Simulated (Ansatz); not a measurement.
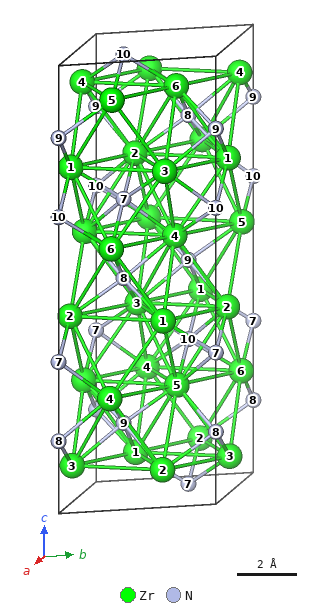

This is a crystal of Zr$_{3}$N$_{2}$ (set up in R-3c). Style: ball-and-stick. Shown: the conventional cell (3 times the calculation's cell), from a free direction. Lengths and directions refer to the drawn axes.

These are results of DFT r2SCAN, scalar-relativistic, plane waves, PAW in Ansatz 0.2.0, not measurements. (plane-wave cutoff 500 eV; k-point mesh 12 × 12 × 12; occupations gaussian; smearing width 0.1 eV; no spin polarisation)

The variant: The volume is changed by −6.0 %. The atoms are relaxed in that cell.

### What is the effect?

Cell: a = b 5.647 → 5.532 Å (−2.0 %), c 15.708 → 15.388 Å (−2.0 %). Volume −6.0 %. The largest moves relative to the cell, 0.009 Å, are those of Zr1, Zr2, Zr3, Zr4, Zr5 and Zr6. Zr1 goes along −a. By element the largest moves are Zr 0.009 Å, N 0.003 Å. Among the bonded contacts that change: Zr–Zr 3.301 → 3.225 Å, Zr–Zr 3.238 → 3.169 Å, Zr–Zr 3.199 → 3.139 Å, Zr–Zr 3.181 → 3.132 Å. The space group stays R-3c (No. 167). It costs 37.1 meV per atom. Pressure: 0.0 GPa before, 14.4 GPa after. It is metallic before and after.

Drawn alike, the variant:

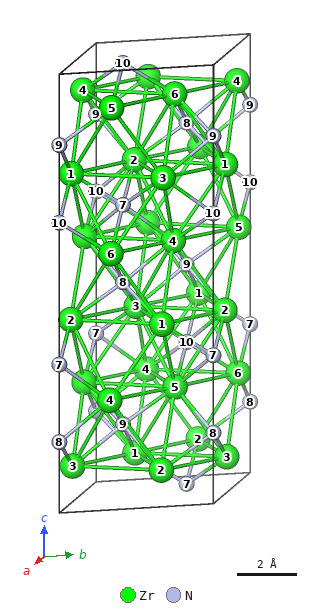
